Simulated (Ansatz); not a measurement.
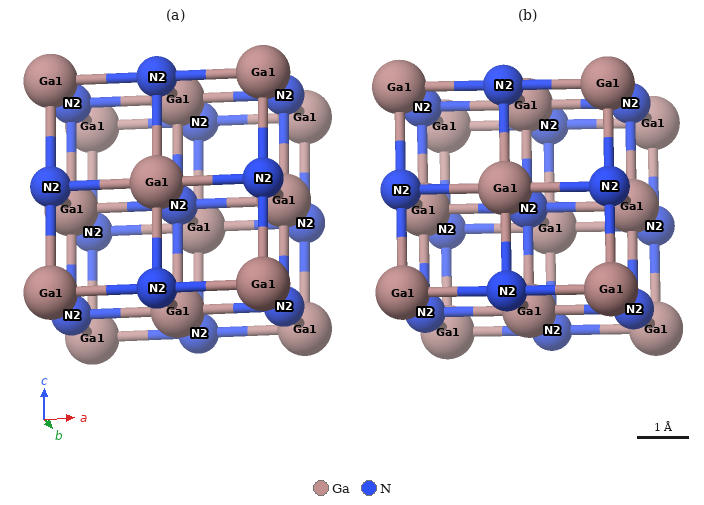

Left: a symmetric starting cell of GaN. Right: the same structure after one change, at the same scale. Style: ball-and-stick. Shown: the conventional cell (4 times the calculation's cell), from a free direction. Lengths and directions refer to the drawn axes.

Method: DFT PBEsol, scalar-relativistic, plane waves, PAW (Ansatz). Settings: plane-wave cutoff 420 eV; k-point mesh 14 × 14 × 14; occupations gaussian; smearing width 0.05 eV; no spin polarisation.

What distinguishes the right structure from the left one?

The cell is strained by −6.3 % along [1 −1 1] and −0.3 % across it (volume −6.9 %), the atoms keeping their fractional coordinates. No relaxation follows. The starting cell wasn't computed here and needn't be at equilibrium, so pressure and forces aren't due to the change alone.

How do the computed properties respond?

Among the bonded contacts that change: Ga–N 2.135 → 2.087 Å. The space group (tolerance 0.01 Å) goes from Fm-3m (No. 225) to R-3m (No. 166). The pressure is 9.0 GPa (not all of it need come from the change, since the unchanged cell can be under pressure at this level too). The principal stresses (compression positive) are 26.4 GPa along [1 −1 1] and 0.2 GPa across it. All forces vanish by symmetry.
